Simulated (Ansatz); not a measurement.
Geometry relaxation of Ta$_{16}$H$_{3}$N$_{17}$ (part 3 of 5)

Ta$_{16}$H$_{3}$N$_{17}$ (slab, 36 atoms in the cell); DFT PBE, scalar-relativistic, plane waves, PAW, no spin polarisation (Ansatz 0.2.0); cutoff 420 eV, 4×3×1 k-mesh, Gaussian smearing of 0.1 eV. The structure derives from an entry of the Crystallography Open Database. The input holds or restrains some coordinates. Forces given for the steps count only the free coordinates. It belongs to a series of runs on one base structure; here: 1 NH3 a cell, inverted, over a bridge N-Ta site.

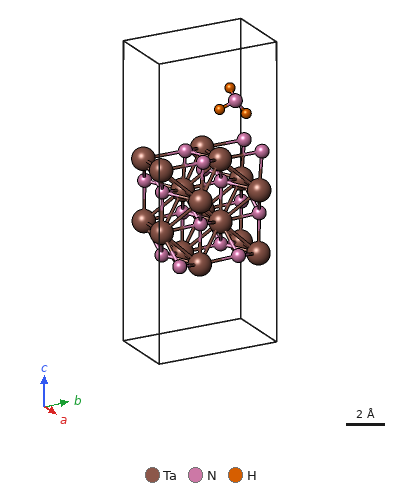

The geometry at step 5 of the log (ball-and-stick view of the cell of the calculation, with the vacuum cut short, seen slightly off an axis).

Output, continued:
```
--- Relaxed structure (19 steps of the walk, 19 accepted, 0 SCFs on fresh bases) ---
  F+E_penalty+E_count = -165512.88248442 eV   max|allowed force component| = 2.796e-2 eV/Å
  atoms:
    - { symbol: Ta, position: [0.21611937100000006, 0.9322387421000002, 0.3115973972] }
    - { symbol: Ta, position: [0.21611937100000003, 0.4322387421000001, 0.3115973972] }
    - { symbol: Ta, position: [0.7161193710000002, 0.9322387421000002, 0.3115973972] }
    - { symbol: Ta, position: [0.7161193710000001, 0.4322387421000001, 0.3115973972] }
    - { symbol: N, position: [0.8593432452000003, 0.7186864905000001, 0.32403803690000005] }
    - { symbol: N, position: [0.8593432452000002, 0.21868649050000002, 0.32403803690000005] }
    - { symbol: N, position: [0.3593432452, 0.7186864905000001, 0.32403803690000005] }
    - { symbol: N, position: [0.3593432452, 0.21868649050000002, 0.32403803690000005] }
    - { symbol: Ta, position: [0.07546261620000005, 0.6509252325000001, 0.3862412352] }
    - { symbol: Ta, position: [0.0754626162, 0.15092523250000003, 0.3862412352] }
    - { symbol: Ta, position: [0.5754626162000002, 0.6509252325000001, 0.3862412352] }
    - { symbol: Ta, position: [0.5754626162000002, 0.15092523250000003, 0.3862412352] }
    - { symbol: N, position: [0.7186864905000001, 0.43737298100000005, 0.39868187490000007] }
    - { symbol: N, position: [0.7186864905000001, 0.9373729810000002, 0.39868187490000007] }
    - { symbol: N, position: [0.2186864905, 0.43737298100000005, 0.39868187490000007] }
    - { symbol: N, position: [0.21868649050000005, 0.9373729810000002, 0.39868187490000007] }
    - { symbol: Ta, position: [0.9346289958785632, 0.37162226238409224, 0.4614319924699874] }
    - { symbol: Ta, position: [0.9360463692569636, 0.8716468529012555, 0.46157841530142807] }
    - { symbol: Ta, position: [0.4372668971647603, 0.37169593901509485, 0.46144067816132595] }
    - { symbol: Ta, position: [0.4357069878380282, 0.8712274879640871, 0.4616489788835113] }
    - { symbol: N, position: [0.578468393850957, 0.1565563857189237, 0.4734714188611345] }
    - { symbol: N, position: [0.5795402200740749, 0.6568345121955552, 0.47384751442301315] }
    - { symbol: N, position: [0.07824306736655708, 0.156284586673578, 0.4733135510657522] }
    - { symbol: N, position: [0.07760879963972794, 0.6567216690640728, 0.4738422001458745] }
    - { symbol: Ta, position: [0.7908386957073945, 0.08285990531197401, 0.5350067823534741] }
    - { symbol: Ta, position: [0.7942972904242286, 0.5882050460090547, 0.5363648498202445] }
    - { symbol: Ta, position: [0.29232408443217495, 0.08332140334768122, 0.5349881157452621] }
    - { symbol: Ta, position: [0.2878145602958504, 0.575481720710314, 0.5339228685368594] }
    - { symbol: N, position: [0.4476185144642775, 0.8958226337599807, 0.5454234849753766] }
    - { symbol: N, position: [0.4430369072910706, 0.3895360376106799, 0.5446934498679243] }
    - { symbol: N, position: [0.9475389313969376, 0.8947182563206244, 0.545598837834929] }
    - { symbol: N, position: [0.9470091243443808, 0.3889654029869132, 0.5445496061628285] }
    - { symbol: N, position: [-0.19158516168023976, 0.5961992757692096, 0.626008179836534] }
    - { symbol: H, position: [-0.05339301341175534, 0.7040622266729282, 0.638511041786563] }
    - { symbol: H, position: [-0.16565853747795048, 0.48730368820400827, 0.6391602906664667] }
    - { symbol: H, position: [-0.3505161546596981, 0.5991333056262742, 0.6411239332541772] }
```

Trajectory as extended XYZ (Å, eV, eV/Å), 14 of the 19 frames kept, from step=1 to step=19:
```
36
Lattice="5.9004 0.0000 0.0000 -2.9502 7.7265 0.0000 0.0000 0.0000 25.6742" Properties=species:S:1:pos:R:3:forces:R:3 step=1 energy=-165511.85327
Ta   -1.4751    7.2030    8.0000    0.0019   0.2465   0.5080
Ta    0.0000    3.3397    8.0000    0.0039   0.2471   0.5027
Ta    1.4751    7.2030    8.0000    0.0055   0.2408   0.5027
Ta    2.9502    3.3397    8.0000    0.0031   0.2471   0.5064
N     2.9502    5.5529    8.3194   -0.0014  -0.4914   0.4866
N     4.4253    1.6897    8.3194   -0.0025  -0.4894   0.4922
N     0.0000    5.5529    8.3194   -0.0054  -0.4936   0.4898
N     1.4751    1.6897    8.3194   -0.0032  -0.4900   0.4845
Ta   -1.4751    5.0294    9.9164    0.0024   0.1918  -0.5535
Ta    0.0000    1.1661    9.9164    0.0011   0.1908  -0.5455
Ta    1.4751    5.0294    9.9164    0.0010   0.1932  -0.5537
Ta    2.9502    1.1661    9.9164    0.0026   0.1917  -0.5468
N     2.9502    3.3794   10.2358   -0.0006   0.0547  -0.4404
N     1.4751    7.2426   10.2358   -0.0009   0.0554  -0.4446
N     0.0000    3.3794   10.2358   -0.0039   0.0564  -0.4425
N    -1.4751    7.2426   10.2358   -0.0034   0.0527  -0.4398
Ta    4.4256    2.8695   11.8494    0.0081   0.0147   0.0201
Ta    2.9505    6.7328   11.8494    0.0036  -0.0068  -0.0109
Ta    1.4754    2.8695   11.8494   -0.0085   0.0062   0.0050
Ta    0.0003    6.7328   11.8494   -0.0034   0.0042   0.0026
N     2.9508    1.2107   12.1598    0.0011  -0.0082   0.0012
N     1.4757    5.0740   12.1598   -0.0070  -0.0173   0.0124
N     0.0007    1.2107   12.1598   -0.0020  -0.0095   0.0005
N    -1.4744    5.0740   12.1598    0.0083  -0.0051   0.0109
Ta    4.4255    0.6266   13.7319   -0.0399   0.0089  -0.0258
Ta    2.9504    4.4898   13.7319   -0.0710   0.0068  -0.1249
Ta    1.4753    0.6266   13.7319    0.0372   0.0074   0.0405
Ta    0.0002    4.4898   13.7319    0.0514   0.0915   0.0225
N     0.0002    6.8983   13.9957    0.0339  -0.0003  -0.0440
N     1.4753    3.0350   13.9957    0.0006  -0.0326  -0.0083
N     2.9504    6.8983   13.9957   -0.0432  -0.0376   0.0317
N     4.4254    3.0350   13.9957   -0.0124  -0.0172   0.0511
N    -2.2974    5.2209   17.1198   -0.5518  -0.3670   0.0226
H    -2.9500    5.6941   16.4557    0.4369  -0.2722   0.4829
H    -2.2645    4.2145   16.8424   -0.0961   0.7426   0.3030
H    -2.7480    5.2582   18.0612    0.2539  -0.1133  -0.7977
36
Lattice="5.9004 0.0000 0.0000 -2.9502 7.7265 0.0000 0.0000 0.0000 25.6742" Properties=species:S:1:pos:R:3:forces:R:3 step=2 energy=-165511.88212
Ta   -1.4751    7.2030    8.0000    0.0039   0.2453   0.5061
Ta    0.0000    3.3397    8.0000    0.0030   0.2455   0.5024
Ta    1.4751    7.2030    8.0000    0.0041   0.2422   0.5014
Ta    2.9502    3.3397    8.0000    0.0048   0.2503   0.5102
N     2.9502    5.5529    8.3194   -0.0009  -0.4928   0.4865
N     4.4253    1.6897    8.3194   -0.0007  -0.4891   0.4934
N     0.0000    5.5529    8.3194   -0.0061  -0.4934   0.4890
N     1.4751    1.6897    8.3194   -0.0056  -0.4919   0.4863
Ta   -1.4751    5.0294    9.9164    0.0050   0.1874  -0.5557
Ta    0.0000    1.1661    9.9164   -0.0059   0.1906  -0.5332
Ta    1.4751    5.0294    9.9164   -0.0125   0.1932  -0.5801
Ta    2.9502    1.1661    9.9164    0.0007   0.2084  -0.5481
N     2.9502    3.3794   10.2358    0.0002   0.0554  -0.4386
N     1.4751    7.2426   10.2358   -0.0035   0.0589  -0.4460
N     0.0000    3.3794   10.2358   -0.0130   0.0564  -0.4419
N    -1.4751    7.2426   10.2358   -0.0099   0.0530  -0.4463
Ta    4.4261    2.8707   11.8528    0.0035   0.0091  -0.0351
Ta    2.9495    6.7313   11.8495    0.0053   0.0521  -0.0165
Ta    1.4731    2.8694   11.8484   -0.0152  -0.0323   0.0091
Ta   -0.0006    6.7345   11.8477   -0.0081  -0.0113   0.0086
N     2.9482    1.2116   12.1601    0.0194  -0.0128   0.0028
N     1.4702    5.0739   12.1566    0.0306  -0.0160   0.0172
N     0.0007    1.2093   12.1604   -0.0142   0.0030   0.0093
N    -1.4724    5.0747   12.1600   -0.0225  -0.0031  -0.0031
Ta    4.4229    0.6299   13.7299    0.0095   0.0013   0.0184
Ta    2.9430    4.4879   13.7191    0.0388   0.0223   0.1248
Ta    1.4743    0.6237   13.7357   -0.0081   0.0402  -0.0563
Ta    0.0017    4.4963   13.7362   -0.0407   0.0033  -0.0410
N     0.0032    6.8987   13.9920   -0.0256  -0.0316   0.0208
N     1.4706    3.0322   13.9936    0.0101   0.0072  -0.0088
N     2.9433    6.8965   13.9974    0.0299  -0.0248   0.0140
N     4.4239    3.0404   14.0005   -0.0130  -0.0171  -0.0188
N    -2.2532    5.1856   17.1665   -0.6443   0.0016  -0.1147
H    -2.7657    5.7574   16.4547    0.3837  -0.4064   0.5355
H    -2.3070    4.2019   16.8529    0.0402   0.3529   0.0685
H    -2.8262    5.2174   18.0322    0.2561   0.0406  -0.5196
36
Lattice="5.9004 0.0000 0.0000 -2.9502 7.7265 0.0000 0.0000 0.0000 25.6742" Properties=species:S:1:pos:R:3:forces:R:3 step=4 energy=-165511.93412
Ta   -1.4751    7.2030    8.0000    0.0049   0.2441   0.5058
Ta    0.0000    3.3397    8.0000    0.0039   0.2475   0.5062
Ta    1.4751    7.2030    8.0000    0.0027   0.2449   0.5073
Ta    2.9502    3.3397    8.0000    0.0046   0.2515   0.5075
N     2.9502    5.5529    8.3194   -0.0027  -0.4962   0.4908
N     4.4253    1.6897    8.3194   -0.0023  -0.4915   0.4908
N     0.0000    5.5529    8.3194   -0.0034  -0.4952   0.4881
N     1.4751    1.6897    8.3194   -0.0046  -0.4920   0.4915
Ta   -1.4751    5.0294    9.9164   -0.0033   0.1905  -0.5438
Ta    0.0000    1.1661    9.9164   -0.0014   0.1900  -0.5278
Ta    1.4751    5.0294    9.9164   -0.0063   0.2094  -0.5606
Ta    2.9502    1.1661    9.9164   -0.0050   0.2017  -0.5442
N     2.9502    3.3794   10.2358   -0.0063   0.0614  -0.4404
N     1.4751    7.2426   10.2358   -0.0002   0.0544  -0.4363
N     0.0000    3.3794   10.2358   -0.0170   0.0584  -0.4420
N    -1.4751    7.2426   10.2358   -0.0106   0.0525  -0.4363
Ta    4.4241    2.8690   11.8514    0.0113   0.0206  -0.0268
Ta    2.9504    6.7319   11.8510    0.0009   0.0292   0.0310
Ta    1.4730    2.8723   11.8496    0.0068  -0.0507  -0.0079
Ta   -0.0005    6.7344   11.8497    0.0017  -0.0274   0.0156
N     2.9496    1.2105   12.1602    0.0076  -0.0057  -0.0010
N     1.4721    5.0753   12.1604    0.0189  -0.0200   0.0032
N     0.0006    1.2091   12.1608   -0.0086   0.0019   0.0023
N    -1.4751    5.0719   12.1612   -0.0025   0.0193  -0.0124
Ta    4.4237    0.6275   13.7339    0.0160  -0.0485   0.0019
Ta    2.9443    4.4894   13.7273    0.0475   0.0611   0.0972
Ta    1.4768    0.6322   13.7307   -0.0194  -0.0512   0.0404
Ta   -0.0018    4.4930   13.7330   -0.0191   0.0036  -0.0451
N    -0.0022    6.8947   13.9972    0.0211   0.0404  -0.0385
N     1.4716    3.0327   13.9949   -0.0179  -0.0114  -0.0079
N     2.9533    6.8951   14.0056   -0.0308   0.0451  -0.0726
N     4.4237    3.0338   13.9954    0.0049  -0.0138   0.0384
N    -2.1611    5.1258   17.1450    0.0048  -0.1569  -0.0950
H    -2.3829    5.7640   16.3735    0.0213   0.0103   0.0077
H    -2.1227    4.1734   16.7651    0.0366   0.1134   0.0445
H    -2.9500    5.1497   17.7940   -0.0536   0.0076  -0.0346
36
Lattice="5.9004 0.0000 0.0000 -2.9502 7.7265 0.0000 0.0000 0.0000 25.6742" Properties=species:S:1:pos:R:3:forces:R:3 step=5 energy=-165511.95422
Ta   -1.4751    7.2030    8.0000    0.0050   0.2443   0.5052
Ta    0.0000    3.3397    8.0000    0.0032   0.2485   0.5103
Ta    1.4751    7.2030    8.0000    0.0029   0.2428   0.5063
Ta    2.9502    3.3397    8.0000    0.0053   0.2500   0.5058
N     2.9502    5.5529    8.3194   -0.0025  -0.4965   0.4928
N     4.4253    1.6897    8.3194   -0.0038  -0.4908   0.4904
N     0.0000    5.5529    8.3194   -0.0037  -0.4956   0.4861
N     1.4751    1.6897    8.3194   -0.0027  -0.4931   0.4910
Ta   -1.4751    5.0294    9.9164   -0.0093   0.1907  -0.5439
Ta    0.0000    1.1661    9.9164   -0.0039   0.1940  -0.5283
Ta    1.4751    5.0294    9.9164    0.0102   0.1938  -0.5535
Ta    2.9502    1.1661    9.9164    0.0036   0.1943  -0.5361
N     2.9502    3.3794   10.2358   -0.0041   0.0598  -0.4359
N     1.4751    7.2426   10.2358    0.0035   0.0522  -0.4379
N     0.0000    3.3794   10.2358   -0.0105   0.0546  -0.4364
N    -1.4751    7.2426   10.2358   -0.0068   0.0512  -0.4368
Ta    4.4243    2.8705   11.8523   -0.0020  -0.0008  -0.0048
Ta    2.9505    6.7334   11.8508    0.0128  -0.0190   0.0018
Ta    1.4750    2.8693   11.8492    0.0162   0.0292   0.0318
Ta    0.0009    6.7321   11.8492   -0.0190   0.0199   0.0016
N     2.9506    1.2085   12.1607    0.0019   0.0170  -0.0062
N     1.4766    5.0727   12.1617   -0.0048   0.0103  -0.0044
N     0.0006    1.2091   12.1614   -0.0026   0.0072  -0.0118
N    -1.4758    5.0736   12.1612    0.0069  -0.0045   0.0090
Ta    4.4238    0.6276   13.7332   -0.0046  -0.0035   0.0028
Ta    2.9487    4.4935   13.7375   -0.0129   0.0204  -0.0164
Ta    1.4765    0.6311   13.7323    0.0108  -0.0025  -0.0143
Ta   -0.0008    4.4923   13.7286    0.0252  -0.0377  -0.0120
N    -0.0009    6.8958   13.9940   -0.0005   0.0078   0.0103
N     1.4737    3.0331   13.9937   -0.0180  -0.0097   0.0201
N     2.9512    6.8982   14.0005    0.0077  -0.0059   0.0165
N     4.4266    3.0320   13.9989    0.0087   0.0074  -0.0043
N    -2.1688    5.1055   17.1095   -0.1576  -0.1148  -0.0539
H    -2.2761    5.7618   16.3285    0.0288   0.0073   0.0132
H    -2.0522    4.1641   16.7216    0.0502   0.0608   0.0283
H    -3.0525    5.1039   17.6285    0.0664   0.0108  -0.0864
36
Lattice="5.9004 0.0000 0.0000 -2.9502 7.7265 0.0000 0.0000 0.0000 25.6742" Properties=species:S:1:pos:R:3:forces:R:3 step=7 energy=-165511.99143
Ta   -1.4751    7.2030    8.0000    0.0060   0.2440   0.5058
Ta    0.0000    3.3397    8.0000    0.0041   0.2487   0.5144
Ta    1.4751    7.2030    8.0000    0.0021   0.2402   0.5035
Ta    2.9502    3.3397    8.0000    0.0043   0.2509   0.5042
N     2.9502    5.5529    8.3194   -0.0025  -0.4999   0.4977
N     4.4253    1.6897    8.3194   -0.0051  -0.4924   0.4939
N     0.0000    5.5529    8.3194   -0.0034  -0.4963   0.4854
N     1.4751    1.6897    8.3194   -0.0007  -0.4933   0.4911
Ta   -1.4751    5.0294    9.9164   -0.0093   0.1958  -0.5423
Ta    0.0000    1.1661    9.9164    0.0027   0.2032  -0.5191
Ta    1.4751    5.0294    9.9164    0.0203   0.1989  -0.5460
Ta    2.9502    1.1661    9.9164    0.0076   0.2022  -0.5281
N     2.9502    3.3794   10.2358   -0.0016   0.0676  -0.4325
N     1.4751    7.2426   10.2358    0.0084   0.0533  -0.4348
N     0.0000    3.3794   10.2358   -0.0025   0.0561  -0.4331
N    -1.4751    7.2426   10.2358   -0.0034   0.0518  -0.4313
Ta    4.4247    2.8716   11.8524   -0.0081   0.0048   0.0191
Ta    2.9519    6.7336   11.8514    0.0038  -0.0151  -0.0110
Ta    1.4773    2.8706   11.8509    0.0115   0.0177  -0.0005
Ta    0.0014    6.7329   11.8498   -0.0032   0.0072  -0.0074
N     2.9521    1.2096   12.1607   -0.0015   0.0074  -0.0040
N     1.4790    5.0735   12.1628   -0.0013   0.0013   0.0029
N     0.0017    1.2099   12.1608   -0.0019  -0.0010  -0.0093
N    -1.4747    5.0741   12.1624   -0.0017  -0.0029   0.0083
Ta    4.4254    0.6287   13.7336   -0.0086   0.0094  -0.0003
Ta    2.9513    4.4976   13.7436   -0.0027   0.0559   0.0122
Ta    1.4782    0.6329   13.7320    0.0094   0.0170  -0.0056
Ta    0.0022    4.4901   13.7261    0.0165  -0.0416  -0.0234
N     0.0005    6.8975   13.9949    0.0000   0.0025   0.0202
N     1.4757    3.0327   13.9960   -0.0270  -0.0151   0.0136
N     2.9532    6.9005   14.0007    0.0056  -0.0127   0.0189
N     4.4298    3.0316   13.9989    0.0343  -0.0154  -0.0199
N    -2.2415    5.0519   16.9947   -0.3784  -0.1895  -0.2006
H    -2.1807    5.7415   16.2350   -0.0023  -0.0254   0.1027
H    -1.9702    4.1321   16.6256   -0.0437   0.1575   0.1109
H    -3.2254    4.9978   17.2990    0.3714   0.0067  -0.1559
36
Lattice="5.9004 0.0000 0.0000 -2.9502 7.7265 0.0000 0.0000 0.0000 25.6742" Properties=species:S:1:pos:R:3:forces:R:3 step=8 energy=-165512.02697
Ta   -1.4751    7.2030    8.0000    0.0059   0.2436   0.5057
Ta    0.0000    3.3397    8.0000    0.0046   0.2499   0.5170
Ta    1.4751    7.2030    8.0000    0.0021   0.2383   0.5013
Ta    2.9502    3.3397    8.0000    0.0036   0.2513   0.5025
N     2.9502    5.5529    8.3194   -0.0021  -0.5030   0.5018
N     4.4253    1.6897    8.3194   -0.0058  -0.4936   0.4975
N     0.0000    5.5529    8.3194   -0.0034  -0.4983   0.4857
N     1.4751    1.6897    8.3194    0.0009  -0.4935   0.4918
Ta   -1.4751    5.0294    9.9164   -0.0092   0.2037  -0.5405
Ta    0.0000    1.1661    9.9164    0.0075   0.2141  -0.5105
Ta    1.4751    5.0294    9.9164    0.0278   0.2119  -0.5464
Ta    2.9502    1.1661    9.9164    0.0095   0.2129  -0.5209
N     2.9502    3.3794   10.2358    0.0005   0.0774  -0.4321
N     1.4751    7.2426   10.2358    0.0133   0.0560  -0.4320
N     0.0000    3.3794   10.2358    0.0011   0.0607  -0.4343
N    -1.4751    7.2426   10.2358   -0.0008   0.0527  -0.4261
Ta    4.4247    2.8728   11.8530   -0.0042   0.0045   0.0071
Ta    2.9532    6.7338   11.8517   -0.0005   0.0006  -0.0001
Ta    1.4789    2.8730   11.8516    0.0127  -0.0205  -0.0131
Ta    0.0019    6.7343   11.8506    0.0032  -0.0095  -0.0063
N     2.9529    1.2114   12.1604    0.0004  -0.0096   0.0035
N     1.4812    5.0751   12.1633   -0.0019  -0.0142   0.0080
N     0.0026    1.2110   12.1601   -0.0013  -0.0129  -0.0036
N    -1.4740    5.0746   12.1636   -0.0030  -0.0004  -0.0004
Ta    4.4263    0.6301   13.7340   -0.0052  -0.0002   0.0032
Ta    2.9533    4.5023   13.7475   -0.0030   0.0885   0.0125
Ta    1.4801    0.6358   13.7318    0.0050   0.0105   0.0128
Ta    0.0054    4.4874   13.7229    0.0000  -0.0092  -0.0033
N     0.0013    6.8986   13.9976    0.0067   0.0205  -0.0126
N     1.4776    3.0326   13.9982   -0.0272  -0.0265  -0.0042
N     2.9557    6.9020   14.0033   -0.0046  -0.0060  -0.0066
N     4.4336    3.0314   13.9969    0.0348  -0.0388   0.0004
N    -2.2989    4.9947   16.8602   -0.2265  -0.0875  -0.2847
H    -2.1890    5.7158   16.1361    0.0058  -0.0231   0.1244
H    -1.9957    4.0869   16.4961    0.0119   0.0424   0.0702
H    -3.2880    4.9345   17.1204    0.1411   0.0072  -0.0671
```
